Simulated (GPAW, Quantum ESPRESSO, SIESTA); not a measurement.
# Birch–Murnaghan line for zincblende CdTe, SIESTA DZP, PBE

Calculated with SIESTA 5.4.2: PBE; DZP orbitals, shift 0.01 Ry, mesh 400 Ry; k-mesh 6×6×6. The volume is changed in steps from typed lattice constants. V0 = 34.761 Å³ an atom is where a Birch–Murnaghan fit to this level's pressures, the withheld one apart, crosses zero; rows within 2.5 % of V0 are left out, since F is ill-conditioned there. The typed cell is scaled evenly, with no relaxation, and each row is a single point.

| volume (Å³/atom) | pressure (GPa) |
| --- | --- |
| 33.515 | 1.736 |
| 35.701 | -1.083 |
| 36.429 | -1.762 |
| 37.158 | -2.487 |
| 37.886 | -3.213 |
| 38.615 | ? |
| 39.344 | -3.934 |

Task: Fit the third-order Birch–Murnaghan equation to the rows given and interpolate to the withheld row.

Worked fit:

Take the Eulerian strain f = ½[(V0/V)^(2/3) − 1] and the normalised pressure F = P / [3f(1 + 2f)^(5/2)]. The third-order Birch–Murnaghan equation is then the line F = B0 + (3/2)B0(B′ − 4) f, so u = f and v = F.

| u = f | v = F (GPa) |
| --- | --- |
| 0.0123169 | 44.2084 |
| -0.00881557 | 42.8125 |
| -0.0153815 | 41.2868 |
| -0.0217408 | 42.6133 |
| -0.0278873 | 44.3296 |
| -0.0396242 | 40.6815 |

With n = 6: mean u = -0.0168554, mean v = 42.6553, Σ(u − ū)² = 0.0015818, Σ(u − ū)(v − v̄) = 0.071231. Slope b = 0.071231 / 0.0015818 = 45.031; intercept a = v̄ − b ū = 43.414.

So B0 = 43.41 GPa and B′ = 4 + 2b/(3a) = 4.69. At the withheld volume f = -0.03385, F = 41.89 GPa, and P = 3f(1 + 2f)^(5/2) F.

Prediction at 38.615: -3.570 GPa. The run gave -3.658 GPa, so the fit is high by 0.088 GPa (2.4 % of the value).

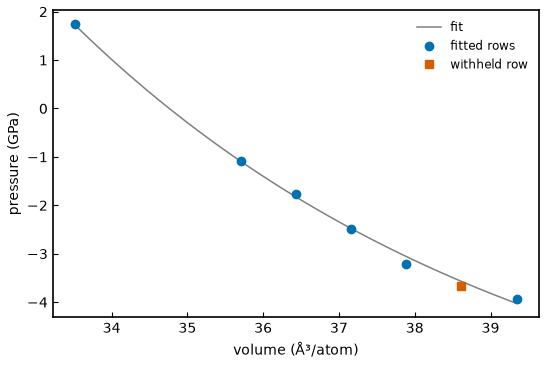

The fit, the rows that it rests on and the withheld row.

 Among the rows given, the largest miss of the fit is at 37.886, by 0.16 GPa (2.8 % of the range of the table).

Limits: The nuclei are static. The DFT runs use Fermi–Dirac occupations of width 0.01 eV, and energies are free energies. The pressures scatter by 0.08 GPa r.m.s. about a smooth curve, which shows enlarged in F and loosens B′.

[Hosts, paths, dates, database ids (printed as entryN), source tags and the programs' standing remarks are cut or masked in the printed files.]
